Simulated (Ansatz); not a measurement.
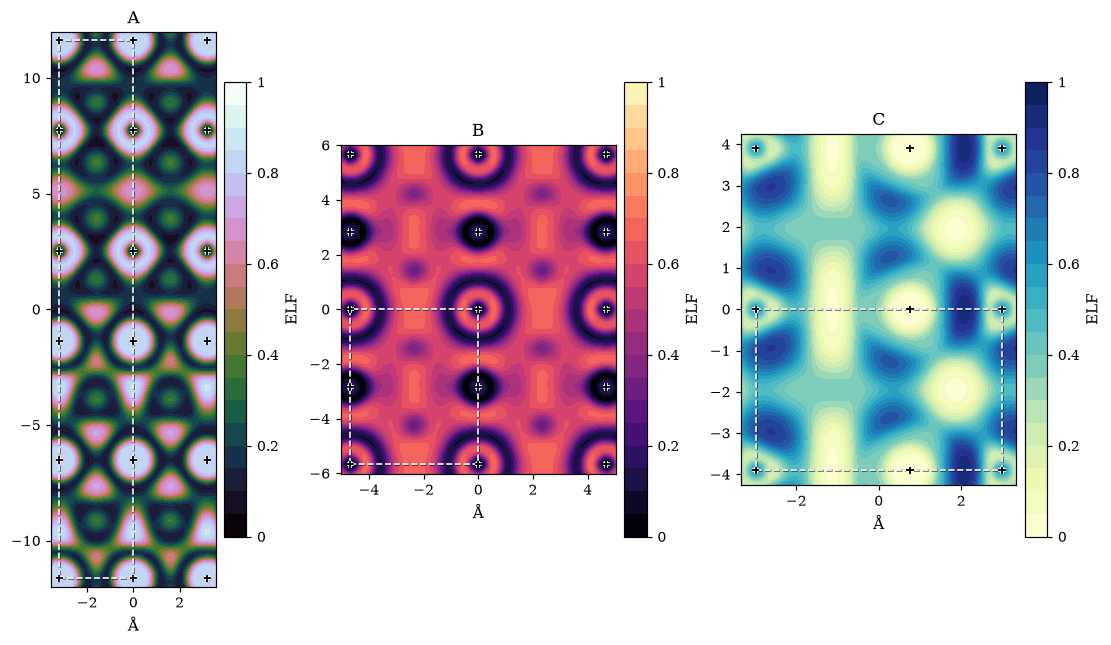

The ELF of 3 systems, each on a plane through atoms (crosses mark nuclei in the plane).

All numbers below come from DFT r2SCAN, scalar-relativistic, plane waves, PAW in Ansatz.

System 1: Hf₃N₂, the (100) plane of the conventional cell. Space group R-3m; a structure from a database of computed crystals, not necessarily the ambient phase.

System 2: TiAl₃, the (101) plane of the conventional cell. Space group Pmm2; a structure from a database of computed crystals, not necessarily the ambient phase; computed pressure about −2 GPa in this cell; computed without spin polarisation.

```yaml
crystal:
  lattice:
    - [2.83968, 0.00000, 0.00000]
    - [0.00000, 4.68126, 0.00000]
    - [0.00000, 0.00000, 4.90074]
  atoms:
    - { symbol: Ti, position: [0.00000, 0.50000, 0.16592] }
    - { symbol: Al, position: [0.50000, 0.50000, 0.66727] }
    - { symbol: Al, position: [0.50000, 0.00000, 0.33091] }
    - { symbol: Al, position: [0.00000, 0.00000, 0.83590] }
```

System 3: SiGe, the (11̄0) plane of the conventional cell. Space group P6₃mc; a structure from a database of computed crystals, not necessarily the ambient phase; changed on purpose from its base cell (strain -0.0750 x Voigt [0, 0, 1, 0, 0, 0], atoms carried along); not relaxed (largest force 1.3 eV/Å); computed pressure about 9 GPa in this cell.

```xyz
4
Lattice="3.9044 0.0000 0.0000 -1.9522 3.3813 0.0000 0.0000 0.0000 5.9697" Properties=species:S:1:pos:R:3 pbc="T T T"
Si    1.9522    1.1271    5.2203
Si    0.0000    2.2542    2.2355
Ge    1.9522    1.1271    2.9880
Ge    0.0000    2.2542    0.0032
```

Match each panel to its system.

Panel A is system 1, Hf₃N₂: the plane holds Hf and N. Panel B is system 2, TiAl₃: the plane holds Ti and Al. Ti–Al (2.84 Å): the ELF is about 0.40 at the midpoint. Panel C is system 3, SiGe: the plane holds Si and Ge. Si–Ge (2.23 Å): the ELF peaks at about 0.95 between the atoms, as expected for a covalent bond.
